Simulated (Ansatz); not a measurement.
Input file:

```
crystal:
  lattice:
    - [-0.0134704292, 2.6940858334, 2.6940858334]
    - [2.6940858334, -0.0134704292, 2.6940858334]
    - [2.6940858334, 2.6940858334, -0.0134704292]
  atoms:
    - { symbol: Zn, position: [-0.0004348165, -0.0004348165, -0.0004348165] }
    - { symbol: S, position: [0.2504348165, 0.2504348165, 0.2504348165] }
kpoints:
  mp_grid: { grid: [8, 8, 8] }
  band_path:
    path:
      - [0.0, 0.0, 0.0]
      - [-0.5, -0.5, 0.0]
      - [-0.375, -0.375, 0.25]
      - [-0.375, 0.0, 0.375]
      - [0.0, 0.0, 0.5]
      - [-0.5, -0.25, 0.25]
    npoints: 1
hamiltonian:
  xc: pbe
scf:
  occupations: { method: fermi_dirac, width: 0.02 }
  n_extra_bands: 4
output:
  forces: true
  stress: true
  eigenvalues: true
  write_density: true
  write_potential: true
  elf: true
  volumetric_format: npy
```

Run with:

```sh
ansatz run input.yaml --threads 4 --pin off --max-ram 4608MiB --backend cpu --events-out ev --progress --plain --runs-dir out
```

Below, planes, directions and counts refer to the conventional cell (a = 3.83 Å, b = 3.83 Å, c = 9.31 Å, α = 90.00°, β = 90.00°, γ = 120.00°).

Space group R3m; started from the zincblende prototype, which need not be the ambient phase; changed on purpose from its base cell (epitaxial 111 strain +0.5%).

Theory: DFT, PBE, plane waves, PAW (Ansatz 0.2.0).

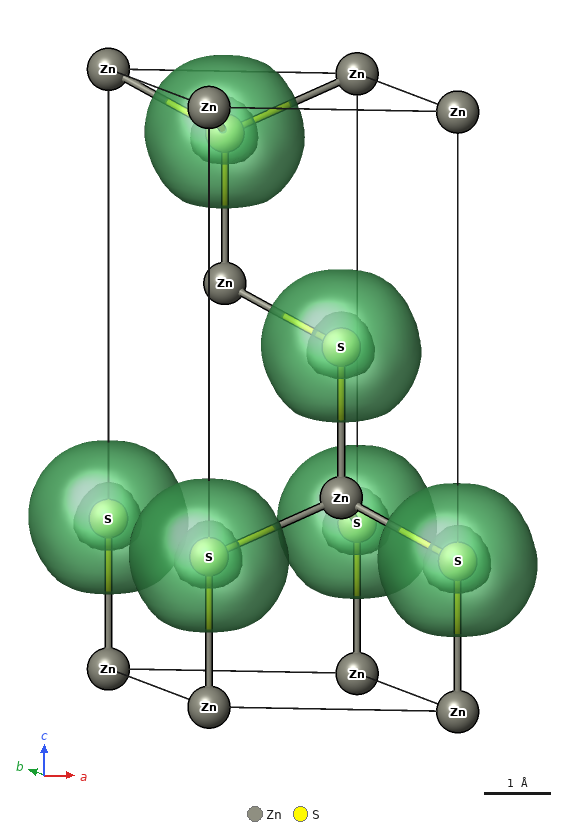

ZnS. Isosurface of the ELF at 0.65 (green), seen slightly off an axis. Core shells and regions of very low density are left out. Sticks mark near contacts.

Core electrons are frozen (PAW), and the valence fields are smoothed inside the atomic spheres.

**Identify the bonds, lone pairs and shells in this picture.**

The ELF exceeds this value in three regions wrapped around S (the valence shell of each), counted in one cell of 6 atoms. Regions shared between cells count once. Profiles from the grid: Zn–S (2.34 Å): the ELF peaks at about 0.90 in the valence shell of S, 0.8 Å from its nucleus, and is about 0.55 at the midpoint.
